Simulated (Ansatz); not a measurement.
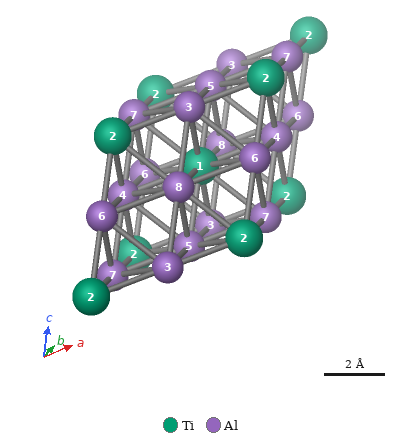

Figure 1. The structure as given in the input (ball-and-stick view of the cell of the calculation, seen slightly off an axis; atoms are numbered from 1 in the order of the input). An atom can appear more than once, as a periodic image. Near neighbours in the periodic cell (some may lie outside the picture): Ti has 12 Al at 2.80 Å; Al has 8 Al at 2.80 Å and 4 Ti at 2.80 Å.

**Geometry relaxation of TiAl3**

System: TiAl3 (Pm-3m, 8 atoms in the cell).
Method: DFT r2SCAN, scalar-relativistic, plane waves, PAW, no spin polarisation (Ansatz 0.2.0).

The structure derives from a Materials Project entry. It belongs to a series of runs on one base structure; here: 0 of 6 Al sites taken by V, cell and atoms relaxed. Figures and captions count atoms from 1; the log counts them from 0 in places.

**The input**
```yaml
crystal:
  lattice:
    - [-3.95567125, 3.95567125, 0.0]
    - [0.0, 3.95567125, -3.95567125]
    - [-3.95567125, 0.0, -3.95567125]
  atoms:
    - { symbol: Ti, position: [0.5, 0.5, 0.5] }
    - { symbol: Ti, position: [0.0, 0.0, 0.0] }
    - { symbol: Al, position: [0.5, 0.0, 0.0] }
    - { symbol: Al, position: [0.0, 0.5, 0.5] }
    - { symbol: Al, position: [0.5, 0.5, 0.0] }
    - { symbol: Al, position: [0.0, 0.0, 0.5] }
    - { symbol: Al, position: [0.0, 0.5, 0.0] }
    - { symbol: Al, position: [0.5, 0.0, 0.5] }
basis:
  ecutwfc: 500
kpoints:
  mp_grid: { grid: [8, 8, 8] }
hamiltonian:
  xc: r2scan
scf:
  occupations: { method: gaussian, width: 0.1 }
output:
  forces: true
  stress: true
  eigenvalues: true
relax:
  adjacent_minimum: "off"
  f_tol: 0.015
  max_steps: 60
  cell: { stress_tol: 0.15 }
```

Run on 1 thread of Intel Xeon @ 2.50GHz (Skylake/Cascade Lake), 189 GiB of memory available, shared host.

Command:
```bash
ansatz run input.yaml --threads 1 --pin off --max-ram 2560MiB --backend cpu --events-out ev --progress --plain --runs-dir out
```

**What the program printed**
```
Engine: ansatz 0.2.0, x86_64-unknown-linux-gnu
Pseudopotentials: kind: paw
Pseudopotential: Ti, paw, valence charge 12, recommended cutoff 500 eV (meta_gga), Ti.paw.azcp
Pseudopotential: Al, paw, valence charge 3, recommended cutoff 500 eV (meta_gga), Al.paw.azcp
Functional definition: r2SCAN
  parameter k0 = 0.174
  parameter k1 = 0.065
  parameter a1 = 4.9479
  exchange = r2scan_x(k0 = k0, k1 = k1, a1 = a1)
  correlation = r2scan_c
Crystal: 8 atoms, lattice volume = 123.791 Å³
Basis set: ecut = 500 eV, 3143 PW (Γ), exchange–correlation on 180×180×180 points (64 copies of the dense FFT grid, shifted against one another)
Bands: 29, of which v1, the nominal top of the filled ones, is band 21 counted from 1 (20 counted from 0)
Symmetry: 96 space group operations
Space group: Pm-3m (ITA 221), of the structure as read, at distance tolerance 5.0e-5 Å
k-points: 29 of 512
Non-local potential: Ti, projectors of the file, l = 0: 3, l = 1: 2, l = 2: 3, l = 3: 1
Non-local potential: Al, projectors of the file, l = 0: 2, l = 1: 2, l = 2: 1
PAW form: soft (Blöchl's): semilocal exchange-correlation on the pseudo side does not see the compensation charge
PAW frozen core: Ti, regenerated for the run's functional (the file was generated under x = pbe(κ = 0.804, μ = 0.2195149727645171), c = pbe(β = 0.06672455060314922))
PAW frozen core: Al, regenerated for the run's functional (the file was generated under x = pbe(κ = 0.804, μ = 0.2195149727645171), c = pbe(β = 0.06672455060314922))
PAW one-centre angular grid: Ti, 590 points (default); XC on 160 Gauss nodes
PAW one-centre angular grid: Al, 302 points (default); XC on 160 Gauss nodes
Initial density: superposition of atomic densities (neutral atoms: chi_scale 0, normalization atom), corrected by the library's trained network
Initial wavefunctions: pseudopotential atomic-orbital guess
Functional: x = r2scan, c = r2scan; τ floored in thin density (d = 2e-4 eV/Å³)
SCF iter   1: F=—  HF=-8254.407439 eV  |F-HF|=—  |Δ(HF+E_count)|=         —  Δρ=9.41e-3  dr2=1.10e-1  dr2_τ=6.22e-2  ethr=1.77e-3  ⟨swp⟩=6.3  Hψ=4156  notcnv=0
preconditioner: auto → Kerker (q_TF=auto, 2.279 Å⁻¹)  [metal: Δε(μ)=0.030 eV  Ē_g=5.784 eV  σ=0.100 eV  W_gap=0.17  n_scr=26 (ndim 8)  ℏωp=17.0 eV  f_vac=0.000  D(μ)=5.39/eV (n_scr^D=58)]
SCF iter   2: F=—  HF=-8254.515600 eV  |F-HF|=—  |Δ(HF+E_count)|=   1.08e-1  Δρ=4.30e-3  dr2=3.39e-2  dr2_τ=3.49e-3  ethr=2.62e-4  ⟨swp⟩=2.3  Hψ=1823  notcnv=0  defer=50
SCF iter   3: F=—  HF=-8254.513251 eV  |F-HF|=—  |Δ(HF+E_count)|=   2.35e-3  Δρ=2.30e-3  dr2=6.26e-3  dr2_τ=1.25e-4  ethr=8.06e-5  ⟨swp⟩=2.0  Hψ=1123  notcnv=0  defer=50
SCF iter   4: F=—  HF=-8254.512633 eV  |F-HF|=—  |Δ(HF+E_count)|=   6.18e-4  Δρ=2.76e-4  dr2=8.82e-5  dr2_τ=8.38e-6  ethr=1.49e-5  ⟨swp⟩=2.7  Hψ=1343  notcnv=0  defer=50
SCF iter   5: F=—  HF=-8254.512708 eV  |F-HF|=—  |Δ(HF+E_count)|=   7.45e-5  Δρ=9.99e-5  dr2=1.40e-5  dr2_τ=7.86e-7  ethr=2.10e-7  ⟨swp⟩=2.1  Hψ=1142  notcnv=0  defer=50
SCF iter   6: F=—  HF=-8254.512706 eV  |F-HF|=—  |Δ(HF+E_count)|=   1.31e-6  Δρ=1.93e-5  dr2=8.07e-7  dr2_τ=2.08e-8  ethr=3.33e-8  ⟨swp⟩=2.0  Hψ=1086  notcnv=0  defer=50
SCF iter   7: F=-8254.512706 eV  HF=-8254.512706 eV  |F-HF|=1.55e-8  |Δ(HF+E_count)|=   3.17e-8  Δρ=5.41e-6  dr2=4.36e-8  dr2_τ=1.54e-9  ethr=2.38e-10  ⟨swp⟩=8.8  Hψ=3625  notcnv=0
SCF 1 converged in 7 iterations: F = -8254.512706 eV  dr2 = 4.36e-8
  greatest PAW one-centre occupation: 1.001 electrons in one spin orbital (limit 2), on the Ti atom at site 1 (counted from 0), in its partial waves of l = 1
relax step   1: F+E_penalty+E_count = -8254.51270633 eV  Δ(F+E_penalty+E_count) = +0.000e0 eV  max|allowed force component| = 2.915e-29 eV/Å  Δτ_max = 0.0000 Å  P = +0.043 GPa  Ω = 123.791 Å³  (7 SCF iters, dr2 threshold 1.00e-7 eV, accepted)
Initial density: handed on by an earlier stage of this run
Initial wavefunctions: pseudopotential atomic-orbital guess (no wavefunctions were taken with the density)
iter 1 solved again at ethr=6.87e-7 eV; its pass at ethr=3.10e-3 eV (dr2=2.88e-4 eV) is discarded
SCF iter   1: F=—  HF=-8254.512679 eV  |F-HF|=—  |Δ(HF+E_count)|=         —  Δρ=5.23e-6  dr2=4.09e-8  dr2_τ=1.38e-9  ethr=6.87e-7  ⟨swp⟩=2.6  Hψ=5959  notcnv=0
eigensolver tolerance schedule: the retry pair's looser diagonalisation over-reported the residual by 7050.95 of it (diagonalisation noise at an unbounded share of the residual, at the tolerance the schedule requests for it); recorded, not acted on — ethr = c·dr2/N_el stays at c = 1.0e-1
preconditioner: auto → Kerker (q_TF=auto, 2.279 Å⁻¹)  [metal: Δε(μ)=0.008 eV  Ē_g=5.733 eV  σ=0.100 eV  W_gap=0.05  n_scr=26 (ndim 8)  ℏωp=17.0 eV  f_vac=0.000  D(μ)=5.54/eV (n_scr^D=58)]
SCF iter   2: F=—  HF=-8254.512706 eV  |F-HF|=—  |Δ(HF+E_count)|=   2.78e-5  Δρ=2.75e-6  dr2=1.64e-8  dr2_τ=5.26e-10  ethr=9.74e-11  ⟨swp⟩=2.4  Hψ=1226  notcnv=0
SCF iter   3: F=—  HF=-8254.512706 eV  |F-HF|=—  |Δ(HF+E_count)|=  7.86e-10  Δρ=1.90e-6  dr2=5.96e-9  dr2_τ=1.52e-10  ethr=3.89e-11  ⟨swp⟩=2.1  Hψ=975  notcnv=0
SCF iter   4: F=-8254.512706 eV  HF=-8254.512706 eV  |F-HF|=1.82e-12  |Δ(HF+E_count)|=   1.29e-9  Δρ=2.13e-7  dr2=3.46e-11  dr2_τ=6.34e-12  ethr=1.71e-12  ⟨swp⟩=2.8  Hψ=3016  notcnv=0
SCF 2 converged in 4 iterations: F = -8254.512706 eV  dr2 = 3.46e-11
relax step   2: F+E_penalty+E_count = -8254.51270635 eV  Δ(F+E_penalty+E_count) = -1.978e-8 eV  max|allowed force component| = 3.241e-29 eV/Å  Δτ_max = 0.0000 Å  P = +0.043 GPa  Ω = 123.791 Å³  stress off target by 4.28e-2 GPa  SCF on the basis re-selected at this cell (its energy is not comparable with the rows above)  (4 SCF iters)
```

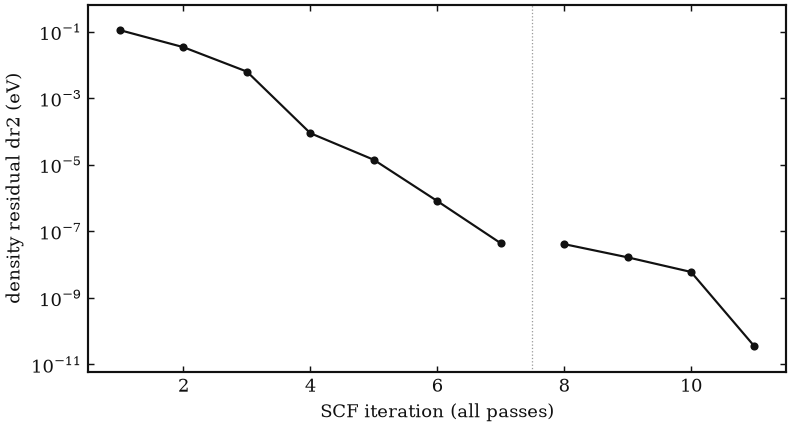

Figure 2. Convergence of the self-consistent field: density residual dr2 against the SCF iteration. The dotted lines part the SCF passes of the relaxation: geometry steps, rejected trials and re-solves on a re-selected basis. The passes take 7 and 4 iterations.

```
basis re-selected at this cell: Δ(F+E_penalty+E_count) = -1.978e-8 eV, ΔP = +0.000 GPa vs the last step (what re-selecting the basis moved, of the pressure what is left beyond the Pulay correction that the steps carried, after the strain that the cell walked since its last selection, with what the two solves' SCF thresholds leave and, on support functions, any second-order correction that the steps lacked; it is no measure of the basis error at this ecutwfc). This SCF's stress stands 4.28e-2 GPa from its target on what of the cell is left free (relax.cell.stress_tol is 1.50e-1 GPa) and its largest allowed force component is 3.24e-29 eV/Å (relax.f_tol is 1.50e-2 eV/Å): within both
SCF converged after 4 iterations
Free energy (F): -8254.512706 eV
Harris-Foulkes:  -8254.512706 eV  (|F-HF|=1.82e-12)
Internal energy: -8254.484983 eV  (E = F + TS)
E sigma→0 (E₀):  -8254.498844 eV
Entropy (-TS):   -0.027724 eV (-3.465 meV/atom)
Fermi energy:    10.508614 eV
--- Per-component energies (eV) ---
  E_band       = -323.776905
  E_kinetic    = 693.282901
  E_local      = -2361.605116  (includes V_loc(G=0)·N_el)
  E_nonlocal   = 76.093015
  E_hartree    = 1042.639950
  E_xc         = -410.163148
  E_vxc        = -457.695885  (∫ρ·V_xc dr)
  E_paw        = -4955.152841  (= ΣΔE_a)
  E_vpaw       = -384.696865  (= ΣTr[D̂ρ^β])
  E_aug_tail   = 0.000183  (compensation charges beyond the density's cutoff)
  E_vtau       = 25.564689  (kinetic-family band-sum trace: ∫τ·v_τ [+ j·A + Jᵃ·Aᵃ] dr)
  E_ewald      = -2338.712365
  E_core_change = -0.867563  (= ΣΔE_core)
  E_smearing   = -0.027724  (= −TS)
  E_closure    = 0.000000  (closes the sum)
  Σ components = -8254.512706   (vs F -8254.512706, Δ=0.00e0)
--- Forces (eV/Å), atoms counted from 1 ---
  atom   1  Ti    -0.00000000     0.00000000     0.00000000
  atom   2  Ti    -0.00000000     0.00000000     0.00000000
  atom   3  Al    -0.00000000    -0.00000000    -0.00000000
  atom   4  Al    -0.00000000     0.00000000    -0.00000000
  atom   5  Al    -0.00000000     0.00000000     0.00000000
  atom   6  Al    -0.00000000    -0.00000000    -0.00000000
  atom   7  Al    -0.00000000    -0.00000000    -0.00000000
  atom   8  Al     0.00000000    -0.00000000     0.00000000
  max |Σ_I F_I| component: 7.89e-29 eV/Å
--- Stress (GPa, compression-positive) ---
        0.042802       0.000000       0.000000
       -0.000000       0.042802       0.000000
        0.000000       0.000000       0.042802
  P = ⅓ Tr σ = 0.0428 GPa (0.428 kbar)
--- Band table (eV; the first three rows and the last of 29) ---
  k-point 0: bands = ["-48.8375", "-48.8350", "-24.1048", "-24.1048", "-24.1048", "-24.0884", "-24.0884", "-24.0884", "-0.9742", "5.1058", "5.1270", "5.1270", "5.1270", "6.6525", "6.6525", "6.6525", "7.3213", "7.3213", "8.1339", "8.1339", "8.1339", "10.6612", "10.6612", "10.6612", "10.7526", "11.1829", "11.9874", "11.9874", "13.4828"]
  k-point 1: bands = ["-48.8374", "-48.8351", "-24.1044", "-24.1042", "-24.1042", "-24.0892", "-24.0891", "-24.0891", "-0.8537", "4.0284", "5.1059", "5.1059", "5.7791", "6.8187", "6.8187", "6.8386", "6.8386", "6.9779", "7.6990", "8.6814", "8.6814", "10.6007", "10.6007", "10.7815", "11.1331", "11.7601", "12.0073", "12.0073", "13.4925"]
  k-point 2: bands = ["-48.8371", "-48.8353", "-24.1030", "-24.1026", "-24.1026", "-24.0914", "-24.0910", "-24.0910", "-0.4962", "2.9007", "5.0952", "5.0952", "5.7306", "6.2185", "6.2185", "6.9415", "7.2570", "7.2570", "8.1005", "9.2845", "9.2845", "10.5893", "10.5893", "10.9649", "11.7575", "12.0312", "12.0312", "13.0226", "13.5473"]
  k-point 28: bands = ["-48.8362", "-48.8362", "-24.1090", "-24.1090", "-24.0972", "-24.0972", "-24.0861", "-24.0861", "1.6658", "1.6658", "2.6461", "2.6461", "6.0090", "6.0090", "7.0800", "7.0800", "8.4929", "8.4929", "9.6502", "9.6502", "10.9599", "10.9599", "11.3236", "11.3236", "11.7810", "11.7810", "12.8628", "12.8628", "13.2272"]
--- Relaxed structure (1 steps of the walk, 1 accepted, 1 SCFs on fresh bases) ---
  F+E_penalty+E_count = -8254.51270635 eV   max|allowed force component| = 3.241e-29 eV/Å   (the final SCF, on the basis selected at the relaxed cell)
  cell:  # Å, volume = 123.7914 Å³
    - [-3.95567125, 3.95567125, 0.0]
    - [0.0, 3.95567125, -3.95567125]
    - [-3.95567125, 0.0, -3.95567125]
  atoms:
    - { symbol: Ti, position: [0.5, 0.5, 0.5] }
    - { symbol: Ti, position: [0.0, 0.0, -0.0] }
    - { symbol: Al, position: [0.5, 0.0, 0.0] }
    - { symbol: Al, position: [0.0, 0.5, 0.5] }
    - { symbol: Al, position: [0.5, 0.5, 0.0] }
    - { symbol: Al, position: [0.0, 0.0, 0.5] }
    - { symbol: Al, position: [0.0, 0.5, 0.0] }
    - { symbol: Al, position: [0.5, 0.0, 0.5] }
```

**Trajectory as extended XYZ (Å, eV, eV/Å), 2 frames, from step=1 to step=2**
```
8
Lattice="-3.9557 3.9557 0.0000 0.0000 3.9557 -3.9557 -3.9557 0.0000 -3.9557" Properties=species:S:1:pos:R:3:forces:R:3 step=1 energy=-8254.51271 pressure_GPa=0.04
Ti   -3.9557    3.9557   -3.9557    0.0000   0.0000   0.0000
Ti    0.0000    0.0000    0.0000    0.0000   0.0000   0.0000
Al   -1.9778    1.9778    0.0000    0.0000   0.0000   0.0000
Al   -1.9778    1.9778   -3.9557    0.0000   0.0000   0.0000
Al   -1.9778    3.9557   -1.9778    0.0000   0.0000   0.0000
Al   -1.9778    0.0000   -1.9778    0.0000   0.0000   0.0000
Al    0.0000    1.9778   -1.9778    0.0000   0.0000   0.0000
Al   -3.9557    1.9778   -1.9778    0.0000   0.0000   0.0000
8
Lattice="-3.9557 3.9557 0.0000 0.0000 3.9557 -3.9557 -3.9557 0.0000 -3.9557" Properties=species:S:1:pos:R:3:forces:R:3 step=2 energy=-8254.51271 pressure_GPa=0.04
Ti   -3.9557    3.9557   -3.9557    0.0000   0.0000   0.0000
Ti    0.0000    0.0000    0.0000    0.0000   0.0000   0.0000
Al   -1.9778    1.9778    0.0000    0.0000   0.0000   0.0000
Al   -1.9778    1.9778   -3.9557    0.0000   0.0000   0.0000
Al   -1.9778    3.9557   -1.9778    0.0000   0.0000   0.0000
Al   -1.9778    0.0000   -1.9778    0.0000   0.0000   0.0000
Al    0.0000    1.9778   -1.9778    0.0000   0.0000   0.0000
Al   -3.9557    1.9778   -1.9778    0.0000   0.0000   0.0000
```

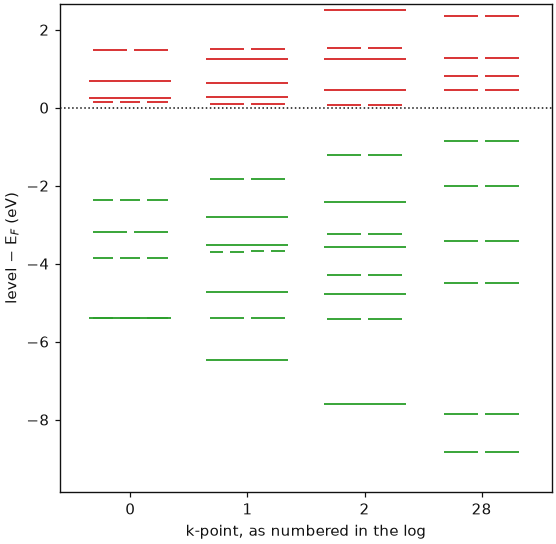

Figure 3. Kohn–Sham levels near the Fermi level (dotted) at the few k-points that the log prints; levels within 0.02 eV of each other stand side by side. The system is metallic on the full mesh.

**Summary**

| quantity | value |
| --- | --- |
| outcome | converged |
| space group (tolerance 0.01 Å) | Pm-3m (221) |
| electrons treated | 42 |
| free energy | −8254.5127 eV |
| Fermi energy | 10.509 eV |
| gap on the k-point mesh | none (metallic) |
| pressure | 0.04 GPa |
| final volume | 123.79 Å³ |
| largest force (length of the vector) at the end | under 0.001 eV/Å |
| final cell | a = 5.594 Å, b = 5.594 Å, c = 5.594 Å, α = 60.00°, β = 60.00°, γ = 60.00° |
| wall time | 61 s |
| peak memory | 0.85 GiB |
